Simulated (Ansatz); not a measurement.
Consider MgO.

The calculation's input:

```
crystal:
  lattice:
    - [0.0, 2.1272186771, 2.1272186771]
    - [2.1272186771, 0.0, 2.1272186771]
    - [2.1272186771, 2.1272186771, 0.0]
  atoms:
    - { symbol: Mg, position: [0.0, 0.0, 0.0266123684] }
    - { symbol: O, position: [0.5, 0.5, 0.4595716224] }
basis:
  ecutwfc: 520.0
kpoints:
  mp_grid: { grid: [10, 10, 10] }
hamiltonian:
  xc: pbe
  pseudopotentials: { kind: paw, azcp: { folder: soft_1 } }
scf:
  occupations: { method: gaussian, width: 0.05 }
output:
  forces: true
  stress: true
  eigenvalues: true
  write_density: true
  write_potential: true
  elf: true
  volumetric_format: npy
```

Command:

```sh
ansatz run input.yaml --threads 1 --pin off --max-ram 2048MiB --backend cpu --events-out ev --progress --plain --runs-dir out
```

Below, planes, directions and counts refer to the conventional cell (a = 3.01 Å, b = 4.25 Å, c = 3.01 Å, α = 90.00°, β = 90.00°, γ = 90.00°).

Space group Imm2; not relaxed (largest force 1.0 eV/Å); computed pressure about 4 GPa in this cell; PAW files of the earlier set (soft_1).

The calculation used DFT PBE, scalar-relativistic, plane waves, PAW in Ansatz.

Q: What will maps of the valence pseudo-density and electron localisation function show?

A: Mg–O (2.14 Å): the density is about 0.31 e/Å³ at the midpoint; the ELF peaks at about 0.85 in the valence shell of O, 0.6 Å from its nucleus, and is about 0.35 at the midpoint; a largely ionic contact.

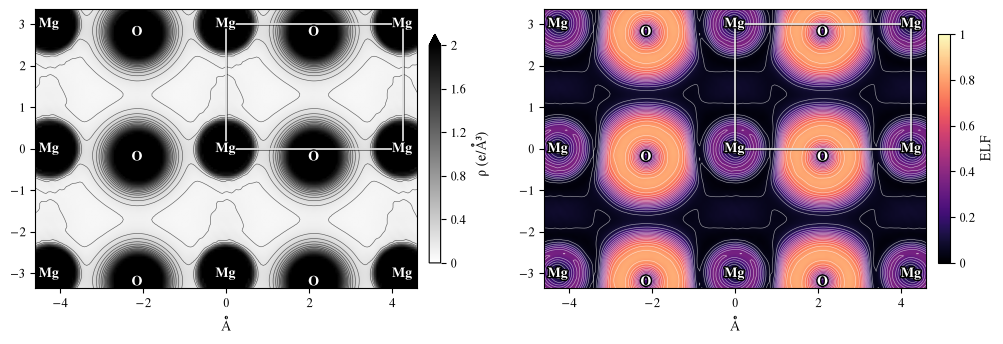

Computed valence pseudo-density and electron localisation function on the (100) plane of the conventional cell, in this order. 

The density is the valence pseudo-density of a PAW calculation; it isn't the true density close to the nuclei.
